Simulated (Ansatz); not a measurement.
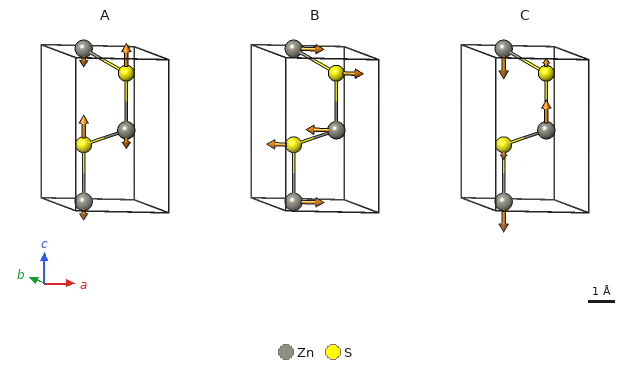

Three optical modes of a crystal of ZnS relaxed at 7 GPa at the zone centre, in no order (one member of each degenerate set). Displacements are drawn as orange arrows; their common scale and sign are arbitrary. Style: ball-and-stick. Shown: the cell of the calculation, slightly off an axis.

The calculation used Ansatz 0.2.0, DFT LDA, scalar-relativistic, plane waves, PAW. Set-up: plane-wave cutoff 420 eV; k-point mesh 12 × 12 × 6; occupations fixed; target pressure 7 GPa; no spin polarisation.

Frequencies are those without the non-analytic (LO–TO) term.

Rank the modes by frequency, softest first.

Answer. B (61 cm⁻¹), C (214 cm⁻¹), A (329 cm⁻¹). B, E₂: All motion is along a; atoms of one kind move against one another, with no net shift of any sublattice; it mainly bends the S–Zn bonds; the kinetic energy is shared as Zn 72 %, S 28 %. C, B₁: All motion is along c; atoms of one kind move against one another, with no net shift of any sublattice; the kinetic energy is shared as Zn 94 %, S 6 %. A, triply degenerate: The S sublattice moves against the Zn sublattice, along c; it stretches the shortest S–Zn bonds (2.24 Å); the kinetic energy is shared as S 67 %, Zn 33 %.
